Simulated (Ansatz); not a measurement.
System: Os.

The calculation's input:

```
crystal:
  lattice:
    - [0.0, -1.9277479013, -1.9277479013]
    - [1.9277479013, 0.0, -1.9277479013]
    - [1.9277479013, -1.9277479013, 0.0]
  atoms:
    - { symbol: Os, position: [0.0, 0.0, 0.0] }
basis:
  ecutwfc: 420
kpoints:
  mp_grid: { grid: [18, 18, 18] }
hamiltonian:
  xc: pbe
scf:
  occupations: { method: gaussian, width: 0.1 }
output:
  forces: true
  stress: true
  eigenvalues: true
  write_density: true
  write_potential: true
  elf: true
  volumetric_format: npy
relax:
  adjacent_minimum: "off"
  f_tol: 0.005
  max_steps: 80
  cell: { stress_tol: 0.05 }
```

Command:

```sh
ansatz run input.yaml --threads 1 --pin off --max-ram 2560MiB --backend cpu --events-out ev --progress --plain --runs-dir out
```

Below, planes, directions and counts refer to the conventional cell (a = 3.86 Å, b = 3.86 Å, c = 3.86 Å, α = 90.00°, β = 90.00°, γ = 90.00°).

Space group Fm-3m; computed without spin polarisation.

Computed with DFT PBE, scalar-relativistic, plane waves, PAW in Ansatz.

Q: What will maps of the valence pseudo-density and electron localisation function show?

A: Os–Os (2.73 Å): ρ is about 0.45 e/Å³ halfway; the ELF is about 0.40 at the midpoint.

Q: Does the calculation make it a metal, or give it a gap?

A: It is gapless in this calculation (a metal or semimetal).

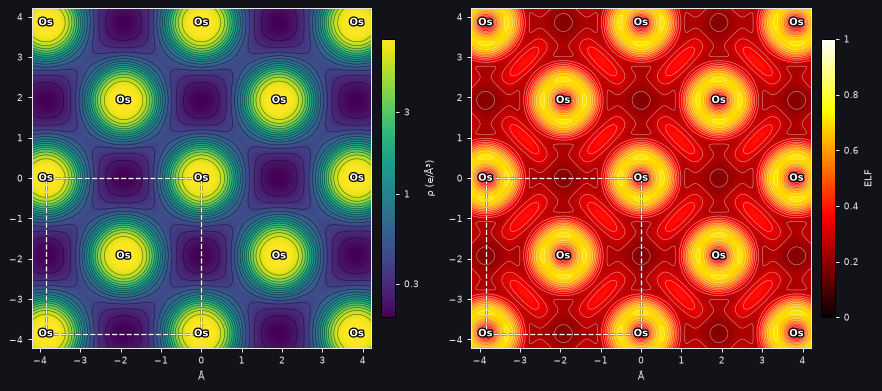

Computed valence pseudo-density and electron localisation function on the (001) plane of the conventional cell, in this order. 

The density is the valence pseudo-density of a PAW calculation; it isn't the true density close to the nuclei.
